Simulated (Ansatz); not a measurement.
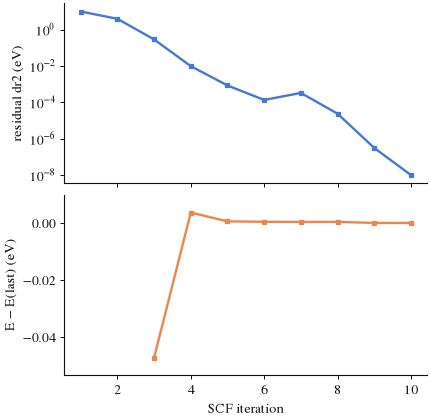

The plot shows the SCF iterations of a calculation: density residual dr2, Harris–Foulkes energy less its last value. The starting density is a sum of atomic densities corrected by a trained network. The first two energies lie far off the scale and aren't drawn.

WS2 (12 atoms in the cell), run with Ansatz.

```
crystal:
  lattice:
    - [-1.5728881103, -2.7243221217, 16.9534210371]
    - [1.5728881103, -2.7243221217, 0.0]
    - [9.437328662, 5.4486442434, 0.0]
  atoms:
    - { symbol: W, position: [0.0, 0.5, 0.0833333333] }
    - { symbol: W, position: [0.0, 0.0, 0.3333333333] }
    - { symbol: W, position: [0.0, 0.5, 0.5833333333] }
    - { symbol: W, position: [0.0, 0.0, 0.8333333333] }
    - { symbol: S, position: [0.9075761486, 0.5462119257, 0.3935607038] }
    - { symbol: S, position: [0.9075761486, 0.0462119257, 0.6435607038] }
    - { symbol: S, position: [0.9075761486, 0.5462119257, 0.8935607038] }
    - { symbol: S, position: [0.9075761486, 0.0462119257, 0.1435607038] }
    - { symbol: S, position: [0.0924238514, 0.9537880743, 0.1897726295] }
    - { symbol: S, position: [0.0924238514, 0.4537880743, 0.4397726295] }
    - { symbol: S, position: [0.0924238514, 0.9537880743, 0.6897726295] }
    - { symbol: S, position: [0.0924238514, 0.4537880743, 0.9397726295] }
basis:
  ecutwfc: 420
kpoints:
  mp_grid: { grid: [1, 1, 1] }
hamiltonian:
  xc: pbesol
scf:
  occupations: { method: gaussian, width: 0.05 }
  max_iter: 100
output:
  forces: true
  eigenvalues: true
  stress: true
```

Command:
```bash
ansatz run input.yaml --threads 2 --pin off --max-ram 5120MiB --backend cpu --events-out ev --progress --plain --runs-dir out
```

> How did this run end?

The run converged; it took 10 iterations. The residual comes down, with one marked jump up, by a factor of about 2, at step 7.

> Is anything amiss with this input?

The input holds a fault (one k-point for a small cell). The SCF closed all the same, which doesn't make the results meaningful for the real system.
